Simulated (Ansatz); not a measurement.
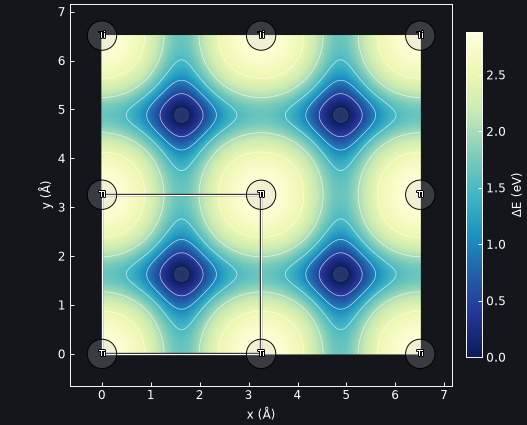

Si on a Ti(100) slab cut from the Im-3m phase, its upper half relaxed before the scan (16 atoms of substrate and one adsorbate in a 2 × 2 cell). Si is moved over the surface cell; relaxed at each place: the height of the adsorbate's atoms; substrate rigid; the origin of the map has the adsorbate above Ti13. Places are given modulo a cell vector. The map is drawn in real space over the plane of the surface. Grid: 8 × 8 points; 15 points were computed and 49 follow by symmetry. Places are given in fractions of the 1 × 1 surface cell. All energies are given in eV relative to the lowest grid point. Computed with DFT PBE, scalar-relativistic, plane waves, PAW in Ansatz. Settings: cutoff 420 eV, k-mesh 4×4×1, gaussian smearing 0.1 eV, no spin polarisation.

The picture shows a smooth colour map with a few white contour lines, labelled circles for the atoms of the top layer and small ones for the second layer, the outline of one cell of the 2 × 2 shown. Between grid points the surface is interpolated.

The lowest grid point is at a fourfold hollow over a second-layer Ti atom, (4/8, 4/8) of the cell vectors. No other kind of well shows on this grid. The highest grid point, the top site over a surface Ti atom, (0/8, 0/8) of the cell vectors, lies 2.88 eV above the lowest. On the interpolated surface the easiest way out of the lowest well to its copy in the next cell or period passes a barrier of about 1.7 eV. At the lowest point the adsorbate has 5 Ti at 2.58 Å as nearest neighbours, at the highest 1 Ti at 2.39 Å. Its relaxed height above the top atom is 1.12 Å at the lowest and 2.39 Å at the highest point.

Si is replaced by S; all else is set up alike.

What will the new map look like?

Answer. The lowest place stays at a fourfold hollow over a second-layer Ti atom, (4/8, 4/8) of the cell vectors. The span from the lowest to the highest grid point shrinks from 2.88 to 2.69 eV. The easiest pass out of the lowest well stays at about 1.7 eV. In the new map: at the lowest point the adsorbate has 5 Ti at 2.52 Å as nearest neighbours, at the highest 1 Ti at 2.17 Å. Its relaxed height above the top atom is 1.02 Å at the lowest and 2.17 Å at the highest point.

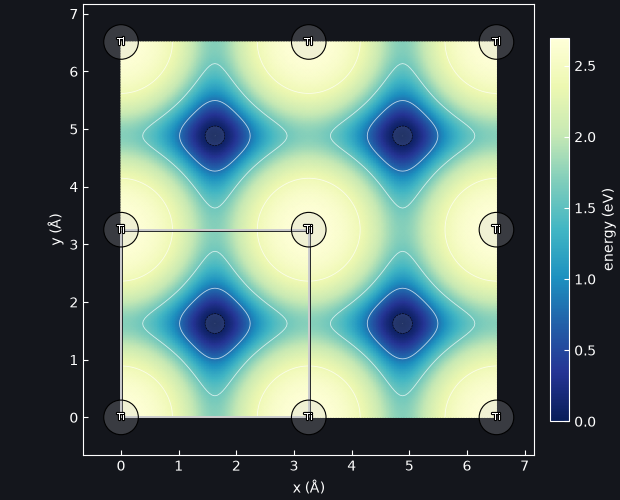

The map after the change, on a colour scale of its own. In the figure: a smooth colour map with a few white contour lines, labelled circles for the atoms of the top layer and small ones for the second layer, the outline of one cell of the 2 × 2 shown. Between grid points the surface is interpolated.

PAW datasets: the set soft_1.
